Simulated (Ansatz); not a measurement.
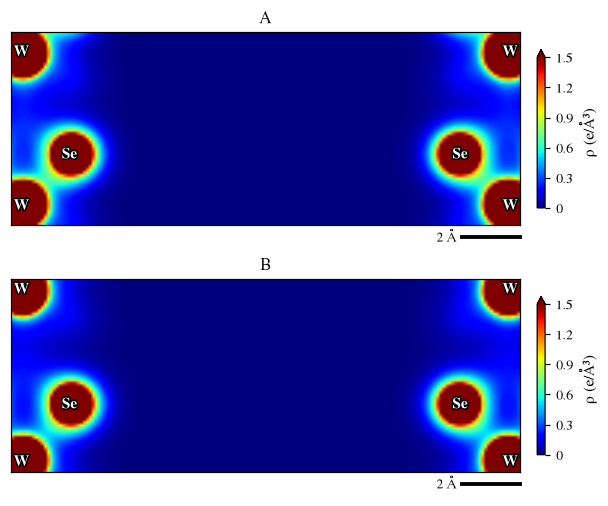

WSe2. The valence electron density of two cells that differ in size and shape, on the (110) plane of each (indices in the axes of the calculation cell), at one length scale and on one colour scale: B has 54.0 Å³ an atom and A 46.3.

Space group Amm2; a structure from a database of computed crystals, not necessarily the ambient phase.

All numbers below come from DFT PBEsol, scalar-relativistic, plane waves, PAW in Ansatz 0.2.0.

The density is the valence pseudo-density of a PAW calculation; it isn't the true density close to the nuclei.

What does the compression do to the bonding and the properties?

Answer. From the larger cell to the smaller, W–Se goes from 2.58 to 2.42 Å, and the density at its midpoint from 0.52 to 0.67 e/Å³; the pressure goes from −2.3 to 8 GPa; the Kohn–Sham gap goes from 1.4 eV to 1.0 eV.
